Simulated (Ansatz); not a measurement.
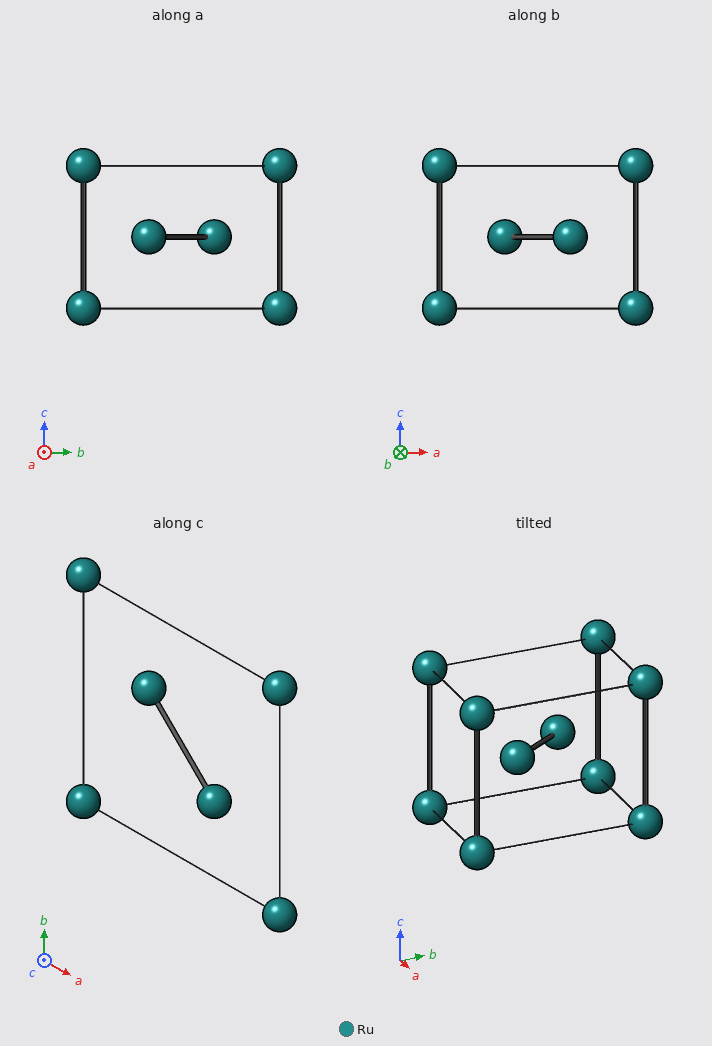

The image is a ball-and-stick drawing of a crystal, viewed along the a axis, along the b axis, along the c axis and slightly off an axis. The conventional unit cell is drawn as a box.

Lattice parameters: a = 4.2901 Å, b = 4.2901 Å, c = 2.6978 Å, α = 90.000°, β = 90.000°, γ = 120.000°.

Question: Transcribe the picture into a CIF with its space group and independent sites.

Answer:
```cif
data_structure
_symmetry_space_group_name_H-M 'P 6/m m m'
_symmetry_Int_Tables_number 191
_cell_length_a 4.2901
_cell_length_b 4.2901
_cell_length_c 2.6978
_cell_angle_alpha 90.000
_cell_angle_beta 90.000
_cell_angle_gamma 120.000
_cell_volume 43.00
loop_
_atom_site_label
_atom_site_type_symbol
_atom_site_symmetry_multiplicity
_atom_site_Wyckoff_symbol
_atom_site_fract_x
_atom_site_fract_y
_atom_site_fract_z
_atom_site_occupancy
Ru1 Ru 1 a 0.0000 0.0000 0.0000 1
Ru2 Ru 2 d 0.3333 0.6667 0.5000 1
```

It goes back to a structure type filled with this element by a generator (whether the element takes this form wasn't checked). Earlier steps of the study may have refined or changed the cell and positions. It was the input of a calculation with Ansatz.
